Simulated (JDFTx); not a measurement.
**Geometry relaxation, with input and output: TaN (part 2 of 3)**

Continued. System: TaN (Fm-3m, 2 atoms in the cell). Method: Kohn-Sham DFT of a periodic cell, PBE with D3(BJ), PseudoDojo-SR-PBE-0.5-standard, no spin polarisation (JDFTx 1.7.0 (patched build)); cutoff 1142.88 eV, 10×10×10 k-mesh, fermi-dirac of 0.05 eV. The structure derives from a Materials Project entry. The run did not end well. The run did not end well; see the last part.

Geometry of the input (Å; fractional positions):
```
0.0000  2.2113  2.2113
2.2113  0.0000  2.2113
2.2113  2.2113  0.0000
Ta 0.5000  0.5000  0.5000
N  0.0000  0.0000  0.0000
```

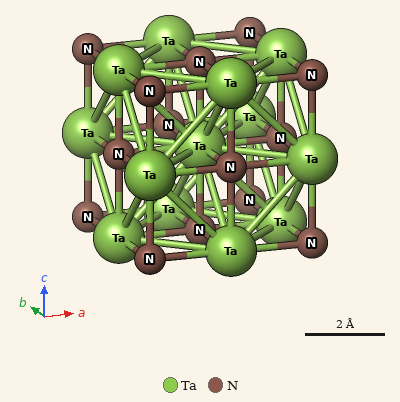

*The input geometry (ball-and-stick view of the cell 4 times as large as that of the calculation, set on its symmetry axes, seen slightly off an axis).*

### Output, continued
```
# Ionic positions in lattice coordinates:
ion Ta   0.500000000000000   0.500000000000000   0.500000000000000 1
ion N   0.000000000000000  -0.000000000000000   0.000000000000000 1

# Forces in Cartesian coordinates:
force Ta  -0.000000000000000   0.000000000000000   0.000000000000000 1
force N   0.000000000000000  -0.000000000000000   0.000000000000000 1

# Energy components:
   Eewald =      -62.2471527345494167
       EH =        7.4554336173789526
     Eloc =      -30.8511878774621913
      Enl =        3.6478695884649062
     EvdW =       -0.0350979378604252
      Exc =      -17.9481134509760949
 Exc_core =        6.4322264411356729
       KE =       24.4032051649285116
-------------------------------------
     Etot =      -69.1428171889401000
       TS =        0.0001992992056460
-------------------------------------
        F =      -69.1430164881457472

LatticeMinimize: Iter:   3  F: -69.143016488145747  |grad|_K:  6.181e-07  alpha:  1.000e+00  linmin: -1.000e+00

#--- Lowdin population analysis ---
# oxidation-state Ta +0.773
# oxidation-state N -0.702

Computing DFT-D3 correction:
# coordination-number Ta 16.919
# coordination-number N 5.981
# diagonal-C6 Ta 458.77
# diagonal-C6 N 15.58
EvdW_6 =   -0.018870
EvdW_8 =   -0.016228

-------- Electronic minimization -----------
Will mix electronic density at each iteration.
	FillingsUpdate:  mu: +0.801731230  nElectrons: 18.000000
	FillingsUpdate:  mu: +0.801732788  nElectrons: 18.000000
SCF: Cycle:  0   F: -69.143016488142095   dF: +7.105e-13   |Residual|: 8.042e-08   |deigs|: 1.912e-07
	FillingsUpdate:  mu: +0.801732789  nElectrons: 18.000000
SCF: Cycle:  1   F: -69.143016488142507   dF: -4.121e-13   |Residual|: 1.551e-07   |deigs|: 1.619e-07
	FillingsUpdate:  mu: +0.801732792  nElectrons: 18.000000
SCF: Cycle:  2   F: -69.143016488144823   dF: -2.316e-12   |Residual|: 1.982e-07   |deigs|: 6.262e-08
SCF: Converged (|Delta E|<1.000000e-09 for 2 iters).

Setting wave functions to eigenvectors of Hamiltonian

Computing DFT-D3 correction:
# coordination-number Ta 16.919
# coordination-number N 5.981
# diagonal-C6 Ta 458.77
# diagonal-C6 N 15.58
EvdW_6 =   -0.018870
EvdW_8 =   -0.016228
LatticeMinimize: 	Wolfe criterion not satisfied: alpha: 1  (E-E0)/|gdotd0|: 0.2807  gdotd/gdotd0: -1.48071 (taking cubic step)

Computing DFT-D3 correction:
# coordination-number Ta 16.919
# coordination-number N 5.981
# diagonal-C6 Ta 458.77
# diagonal-C6 N 15.58
EvdW_6 =   -0.018870
EvdW_8 =   -0.016228

-------- Electronic minimization -----------
Will mix electronic density at each iteration.
	FillingsUpdate:  mu: +0.801732792  nElectrons: 18.000000
	FillingsUpdate:  mu: +0.801731844  nElectrons: 18.000000
SCF: Cycle:  0   F: -69.143016488142734   dF: +3.197e-12   |Residual|: 4.748e-07   |deigs|: 3.948e-08
	FillingsUpdate:  mu: +0.801731838  nElectrons: 18.000000
SCF: Cycle:  1   F: -69.143016488144454   dF: -1.720e-12   |Residual|: 4.815e-08   |deigs|: 7.936e-08
	FillingsUpdate:  mu: +0.801731839  nElectrons: 18.000000
SCF: Cycle:  2   F: -69.143016488144283   dF: +1.705e-13   |Residual|: 2.678e-08   |deigs|: 2.899e-08
SCF: Converged (|Residual|<1.000000e-07 for 2 iters).

Setting wave functions to eigenvectors of Hamiltonian

Computing DFT-D3 correction:
# coordination-number Ta 16.919
# coordination-number N 5.981
# diagonal-C6 Ta 458.77
# diagonal-C6 N 15.58
EvdW_6 =   -0.018870
EvdW_8 =   -0.016228
LatticeMinimize: 	Wolfe criterion not satisfied: alpha: 0.380118  (E-E0)/|gdotd0|: 0.444801  gdotd/gdotd0: 0.0395139 (taking cubic step)

Computing DFT-D3 correction:
# coordination-number Ta 16.919
# coordination-number N 5.981
# diagonal-C6 Ta 458.77
# diagonal-C6 N 15.58
EvdW_6 =   -0.018870
EvdW_8 =   -0.016228

-------- Electronic minimization -----------
Will mix electronic density at each iteration.
	FillingsUpdate:  mu: +0.801731839  nElectrons: 18.000000
	FillingsUpdate:  mu: +0.801731327  nElectrons: 18.000000
SCF: Cycle:  0   F: -69.143016488145420   dF: -2.998e-12   |Residual|: 7.287e-08   |deigs|: 2.502e-08
	FillingsUpdate:  mu: +0.801731325  nElectrons: 18.000000
SCF: Cycle:  1   F: -69.143016488144013   dF: +1.407e-12   |Residual|: 5.590e-08   |deigs|: 2.549e-08
SCF: Converged (|Residual|<1.000000e-07 for 2 iters).

Setting wave functions to eigenvectors of Hamiltonian

Computing DFT-D3 correction:
# coordination-number Ta 16.919
# coordination-number N 5.981
# diagonal-C6 Ta 458.77
# diagonal-C6 N 15.58
EvdW_6 =   -0.018870
EvdW_8 =   -0.016228
LatticeMinimize: 	Wolfe criterion not satisfied: alpha: 0.0376515  (E-E0)/|gdotd0|: 0.526852  gdotd/gdotd0: 0.563483 (taking cubic step)

Computing DFT-D3 correction:
# coordination-number Ta 16.919
# coordination-number N 5.981
# diagonal-C6 Ta 458.77
# diagonal-C6 N 15.58
EvdW_6 =   -0.018870
EvdW_8 =   -0.016228

-------- Electronic minimization -----------
Will mix electronic density at each iteration.
	FillingsUpdate:  mu: +0.801731325  nElectrons: 18.000000
	FillingsUpdate:  mu: +0.801731271  nElectrons: 18.000000
SCF: Cycle:  0   F: -69.143016488144482   dF: -3.268e-13   |Residual|: 7.299e-08   |deigs|: 2.093e-08
	FillingsUpdate:  mu: +0.801731271  nElectrons: 18.000000
SCF: Cycle:  1   F: -69.143016488145449   dF: -9.663e-13   |Residual|: 3.280e-08   |deigs|: 1.000e-07
SCF: Converged (|Delta E|<1.000000e-09 for 2 iters).

Setting wave functions to eigenvectors of Hamiltonian

Computing DFT-D3 correction:
# coordination-number Ta 16.919
# coordination-number N 5.981
# diagonal-C6 Ta 458.77
# diagonal-C6 N 15.58
EvdW_6 =   -0.018870
EvdW_8 =   -0.016228
LatticeMinimize: 	Wolfe criterion not satisfied: alpha: 0.000427482  (E-E0)/|gdotd0|: 0.0906876  gdotd/gdotd0: 0.543398 (taking cubic step)

Computing DFT-D3 correction:
# coordination-number Ta 16.919
# coordination-number N 5.981
# diagonal-C6 Ta 458.77
# diagonal-C6 N 15.58
EvdW_6 =   -0.018870
EvdW_8 =   -0.016228

-------- Electronic minimization -----------
Will mix electronic density at each iteration.
	FillingsUpdate:  mu: +0.801731271  nElectrons: 18.000000
	FillingsUpdate:  mu: +0.801731269  nElectrons: 18.000000
SCF: Cycle:  0   F: -69.143016488144937   dF: +8.527e-14   |Residual|: 5.295e-08   |deigs|: 2.616e-08
	FillingsUpdate:  mu: +0.801731270  nElectrons: 18.000000
SCF: Cycle:  1   F: -69.143016488145207   dF: -2.700e-13   |Residual|: 1.235e-08   |deigs|: 1.671e-08
SCF: Converged (|Residual|<1.000000e-07 for 2 iters).

Setting wave functions to eigenvectors of Hamiltonian

Computing DFT-D3 correction:
# coordination-number Ta 16.919
# coordination-number N 5.981
# diagonal-C6 Ta 458.77
# diagonal-C6 N 15.58
EvdW_6 =   -0.018870
EvdW_8 =   -0.016228
LatticeMinimize: 	Undoing step.

Computing DFT-D3 correction:
# coordination-number Ta 16.919
# coordination-number N 5.981
# diagonal-C6 Ta 458.77
# diagonal-C6 N 15.58
EvdW_6 =   -0.018870
EvdW_8 =   -0.016228

-------- Electronic minimization -----------
Will mix electronic density at each iteration.
	FillingsUpdate:  mu: +0.801731270  nElectrons: 18.000000
	FillingsUpdate:  mu: +0.801731270  nElectrons: 18.000000
SCF: Cycle:  0   F: -69.143016488145136   dF: -1.421e-14   |Residual|: 2.023e-08   |deigs|: 1.302e-08
	FillingsUpdate:  mu: +0.801731270  nElectrons: 18.000000
SCF: Cycle:  1   F: -69.143016488144170   dF: +9.663e-13   |Residual|: 1.131e-08   |deigs|: 1.167e-07
SCF: Converged (|Residual|<1.000000e-07 for 2 iters).

Setting wave functions to eigenvectors of Hamiltonian

Computing DFT-D3 correction:
# coordination-number Ta 16.919
# coordination-number N 5.981
# diagonal-C6 Ta 458.77
# diagonal-C6 N 15.58
EvdW_6 =   -0.018870
EvdW_8 =   -0.016228
LatticeMinimize: 	Step failed: resetting history.
# Lattice vectors:
R =
[            0      4.14127      4.14127  ]
[      4.14127            0      4.14127  ]
[      4.14127      4.14127            0  ]
unit cell volume = 142.046

# Strain tensor in Cartesian coordinates:
[  -0.00898035            0            0  ]
[            0  -0.00898035            0  ]
[            0            0  -0.00898035  ]

# Stress tensor in Cartesian coordinates [Eh/a0^3]:
[  6.99557e-09            0            0  ]
[            0  6.99557e-09            0  ]
[            0            0  6.99557e-09  ]

# Ionic positions in lattice coordinates:
ion Ta   0.500000000000000   0.500000000000000   0.500000000000000 1
ion N   0.000000000000000  -0.000000000000000   0.000000000000000 1

# Forces in Cartesian coordinates:
force Ta   0.000000000000000  -0.000000000000000  -0.000000000000000 1
force N  -0.000000000000000   0.000000000000000  -0.000000000000000 1

# Energy components:
   Eewald =      -62.2471527345653186
       EH =        7.4554329754017523
     Eloc =      -30.8511863497176542
      Enl =        3.6478696418296579
     EvdW =       -0.0350979378604533
      Exc =      -17.9481132169278617
 Exc_core =        6.4322264411357191
       KE =       24.4032039918959534
-------------------------------------
     Etot =      -69.1428171888082090
       TS =        0.0001992993359552
-------------------------------------
        F =      -69.1430164881441698

LatticeMinimize: Iter:   4  F: -69.143016488144170  |grad|_K:  3.269e-07  alpha:  3.348e-07

#--- Lowdin population analysis ---
# oxidation-state Ta +0.773
# oxidation-state N -0.702

Computing DFT-D3 correction:
# coordination-number Ta 16.919
# coordination-number N 5.981
# diagonal-C6 Ta 458.77
# diagonal-C6 N 15.58
EvdW_6 =   -0.018870
EvdW_8 =   -0.016228

-------- Electronic minimization -----------
Will mix electronic density at each iteration.
	FillingsUpdate:  mu: +0.801731270  nElectrons: 18.000000
	FillingsUpdate:  mu: +0.801731362  nElectrons: 18.000000
SCF: Cycle:  0   F: -69.143016488143616   dF: +1.208e-12   |Residual|: 3.476e-08   |deigs|: 3.691e-09
	FillingsUpdate:  mu: +0.801731362  nElectrons: 18.000000
SCF: Cycle:  1   F: -69.143016488143530   dF: +8.527e-14   |Residual|: 4.680e-09   |deigs|: 5.392e-09
SCF: Converged (|Residual|<1.000000e-07 for 2 iters).

Setting wave functions to eigenvectors of Hamiltonian

Computing DFT-D3 correction:
# coordination-number Ta 16.919
# coordination-number N 5.981
# diagonal-C6 Ta 458.77
# diagonal-C6 N 15.58
EvdW_6 =   -0.018870
EvdW_8 =   -0.016228
LatticeMinimize: 	Wolfe criterion not satisfied: alpha: 1  (E-E0)/|gdotd0|: 5.98404  gdotd/gdotd0: 0.776956 (taking cubic step)

Computing DFT-D3 correction:
# coordination-number Ta 16.919
# coordination-number N 5.981
# diagonal-C6 Ta 458.77
# diagonal-C6 N 15.58
EvdW_6 =   -0.018870
EvdW_8 =   -0.016228

-------- Electronic minimization -----------
Will mix electronic density at each iteration.
	FillingsUpdate:  mu: +0.801731362  nElectrons: 18.000000
	FillingsUpdate:  mu: +0.801731272  nElectrons: 18.000000
SCF: Cycle:  0   F: -69.143016488144326   dF: -4.405e-13   |Residual|: 1.125e-08   |deigs|: 1.202e-09
	FillingsUpdate:  mu: +0.801731272  nElectrons: 18.000000
SCF: Cycle:  1   F: -69.143016488144966   dF: -6.395e-13   |Residual|: 2.279e-09   |deigs|: 1.834e-09
SCF: Converged (|Delta E|<1.000000e-09 for 2 iters).

Setting wave functions to eigenvectors of Hamiltonian

Computing DFT-D3 correction:
# coordination-number Ta 16.919
# coordination-number N 5.981
# diagonal-C6 Ta 458.77
# diagonal-C6 N 15.58
EvdW_6 =   -0.018870
EvdW_8 =   -0.016228
LatticeMinimize: 	Wolfe criterion not satisfied: alpha: 0.0247289  (E-E0)/|gdotd0|: -7.44681  gdotd/gdotd0: 0.985972 (taking cubic step)

Computing DFT-D3 correction:
# coordination-number Ta 16.919
# coordination-number N 5.981
# diagonal-C6 Ta 458.77
# diagonal-C6 N 15.58
EvdW_6 =   -0.018870
EvdW_8 =   -0.016228

-------- Electronic minimization -----------
Will mix electronic density at each iteration.
	FillingsUpdate:  mu: +0.801731272  nElectrons: 18.000000
	FillingsUpdate:  mu: +0.801731272  nElectrons: 18.000000
SCF: Cycle:  0   F: -69.143016488144340   dF: +7.390e-13   |Residual|: 9.279e-11   |deigs|: 7.632e-10
	FillingsUpdate:  mu: +0.801731272  nElectrons: 18.000000
SCF: Cycle:  1   F: -69.143016488145392   dF: -1.052e-12   |Residual|: 8.114e-10   |deigs|: 6.667e-10
SCF: Converged (|Residual|<1.000000e-07 for 2 iters).

Setting wave functions to eigenvectors of Hamiltonian

Computing DFT-D3 correction:
# coordination-number Ta 16.919
# coordination-number N 5.981
# diagonal-C6 Ta 458.77
# diagonal-C6 N 15.58
EvdW_6 =   -0.018870
EvdW_8 =   -0.016228
LatticeMinimize: 	Wolfe criterion not satisfied: alpha: 0.0247425  (E-E0)/|gdotd0|: -11.4362  gdotd/gdotd0: 0.988976 (taking cubic step)

Computing DFT-D3 correction:
# coordination-number Ta 16.919
# coordination-number N 5.981
# diagonal-C6 Ta 458.77
# diagonal-C6 N 15.58
EvdW_6 =   -0.018870
EvdW_8 =   -0.016228

-------- Electronic minimization -----------
Will mix electronic density at each iteration.
	FillingsUpdate:  mu: +0.801731272  nElectrons: 18.000000
	FillingsUpdate:  mu: +0.801731272  nElectrons: 18.000000
SCF: Cycle:  0   F: -69.143016488145719   dF: -3.126e-13   |Residual|: 1.157e-09   |deigs|: 5.941e-10
	FillingsUpdate:  mu: +0.801731272  nElectrons: 18.000000
SCF: Cycle:  1   F: -69.143016488145634   dF: +8.527e-14   |Residual|: 5.586e-10   |deigs|: 5.624e-10
SCF: Converged (|Residual|<1.000000e-07 for 2 iters).

Setting wave functions to eigenvectors of Hamiltonian

Computing DFT-D3 correction:
# coordination-number Ta 16.919
# coordination-number N 5.981
# diagonal-C6 Ta 458.77
# diagonal-C6 N 15.58
EvdW_6 =   -0.018870
EvdW_8 =   -0.016228
LatticeMinimize: 	Wolfe criterion not satisfied: alpha: 0.0247425  (E-E0)/|gdotd0|: -13.6968  gdotd/gdotd0: 0.986913 (taking cubic step)

Computing DFT-D3 correction:
# coordination-number Ta 16.919
# coordination-number N 5.981
# diagonal-C6 Ta 458.77
# diagonal-C6 N 15.58
EvdW_6 =   -0.018870
EvdW_8 =   -0.016228

-------- Electronic minimization -----------
Will mix electronic density at each iteration.
	FillingsUpdate:  mu: +0.801731272  nElectrons: 18.000000
	FillingsUpdate:  mu: +0.801731272  nElectrons: 18.000000
SCF: Cycle:  0   F: -69.143016488146060   dF: -3.979e-13   |Residual|: 7.467e-10   |deigs|: 4.912e-10
	FillingsUpdate:  mu: +0.801731272  nElectrons: 18.000000
SCF: Cycle:  1   F: -69.143016488145832   dF: +2.274e-13   |Residual|: 3.311e-10   |deigs|: 4.623e-10
SCF: Converged (|Residual|<1.000000e-07 for 2 iters).

Setting wave functions to eigenvectors of Hamiltonian

Computing DFT-D3 correction:
# coordination-number Ta 16.919
# coordination-number N 5.981
# diagonal-C6 Ta 458.77
# diagonal-C6 N 15.58
EvdW_6 =   -0.018870
EvdW_8 =   -0.016228
# Lattice vectors:
R =
[            0      4.14127      4.14127  ]
[      4.14127            0      4.14127  ]
[      4.14127      4.14127            0  ]
unit cell volume = 142.046

# Strain tensor in Cartesian coordinates:
[  -0.00898035            0            0  ]
[            0  -0.00898035            0  ]
[            0            0  -0.00898035  ]

# Stress tensor in Cartesian coordinates [Eh/a0^3]:
[   6.9023e-09            0            0  ]
[            0   6.9023e-09            0  ]
[            0            0   6.9023e-09  ]

# Ionic positions in lattice coordinates:
ion Ta   0.500000000000000   0.500000000000000   0.500000000000000 1
ion N   0.000000000000000  -0.000000000000000   0.000000000000000 1

# Forces in Cartesian coordinates:
force Ta  -0.000000000000000   0.000000000000000  -0.000000000000000 1
force N   0.000000000000000  -0.000000000000000  -0.000000000000000 1

# Energy components:
   Eewald =      -62.2471527897768766
       EH =        7.4554329582178589
     Eloc =      -30.8511862853259657
      Enl =        3.6478696395356534
     EvdW =       -0.0350979379580781
      Exc =      -17.9481132225030571
 Exc_core =        6.4322264411357555
       KE =       24.4032040078446713
-------------------------------------
     Etot =      -69.1428171888300369
       TS =        0.0001992993157927
-------------------------------------
        F =      -69.1430164881458325

LatticeMinimize: Iter:   5  F: -69.143016488145832  |grad|_K:  3.225e-07  alpha:  2.474e-02  linmin: -1.000e+00

#--- Lowdin population analysis ---
# oxidation-state Ta +0.773
# oxidation-state N -0.702

Computing DFT-D3 correction:
# coordination-number Ta 16.919
# coordination-number N 5.981
# diagonal-C6 Ta 458.77
# diagonal-C6 N 15.58
EvdW_6 =   -0.018870
EvdW_8 =   -0.016228

-------- Electronic minimization -----------
Will mix electronic density at each iteration.
	FillingsUpdate:  mu: +0.801731272  nElectrons: 18.000000
	FillingsUpdate:  mu: +0.801731434  nElectrons: 18.000000
SCF: Cycle:  0   F: -69.143016488145904   dF: -2.984e-13   |Residual|: 3.253e-08   |deigs|: 4.143e-10
	FillingsUpdate:  mu: +0.801731435  nElectrons: 18.000000
SCF: Cycle:  1   F: -69.143016488143644   dF: +2.260e-12   |Residual|: 4.742e-09   |deigs|: 4.711e-09
SCF: Converged (|Residual|<1.000000e-07 for 2 iters).

Setting wave functions to eigenvectors of Hamiltonian

Computing DFT-D3 correction:
# coordination-number Ta 16.919
# coordination-number N 5.981
# diagonal-C6 Ta 458.77
# diagonal-C6 N 15.58
EvdW_6 =   -0.018870
EvdW_8 =   -0.016228
LatticeMinimize: 	Wolfe criterion not satisfied: alpha: 1  (E-E0)/|gdotd0|: 11.7432  gdotd/gdotd0: 0.613826 (taking cubic step)

Computing DFT-D3 correction:
# coordination-number Ta 16.919
# coordination-number N 5.981
# diagonal-C6 Ta 458.77
# diagonal-C6 N 15.58
EvdW_6 =   -0.018870
EvdW_8 =   -0.016228

-------- Electronic minimization -----------
Will mix electronic density at each iteration.
	FillingsUpdate:  mu: +0.801731435  nElectrons: 18.000000
	FillingsUpdate:  mu: +0.801731275  nElectrons: 18.000000
SCF: Cycle:  0   F: -69.143016488146245   dF: -1.990e-12   |Residual|: 2.749e-08   |deigs|: 3.518e-10
	FillingsUpdate:  mu: +0.801731274  nElectrons: 18.000000
SCF: Cycle:  1   F: -69.143016488145051   dF: +1.194e-12   |Residual|: 4.490e-09   |deigs|: 3.956e-09
SCF: Converged (|Residual|<1.000000e-07 for 2 iters).

Setting wave functions to eigenvectors of Hamiltonian

Computing DFT-D3 correction:
# coordination-number Ta 16.919
# coordination-number N 5.981
# diagonal-C6 Ta 458.77
# diagonal-C6 N 15.58
EvdW_6 =   -0.018870
EvdW_8 =   -0.016228
LatticeMinimize: 	Wolfe criterion not satisfied: alpha: 0.0133907  (E-E0)/|gdotd0|: 4.19401  gdotd/gdotd0: 0.989866 (taking cubic step)

Computing DFT-D3 correction:
# coordination-number Ta 16.919
# coordination-number N 5.981
# diagonal-C6 Ta 458.77
# diagonal-C6 N 15.58
EvdW_6 =   -0.018870
EvdW_8 =   -0.016228
```
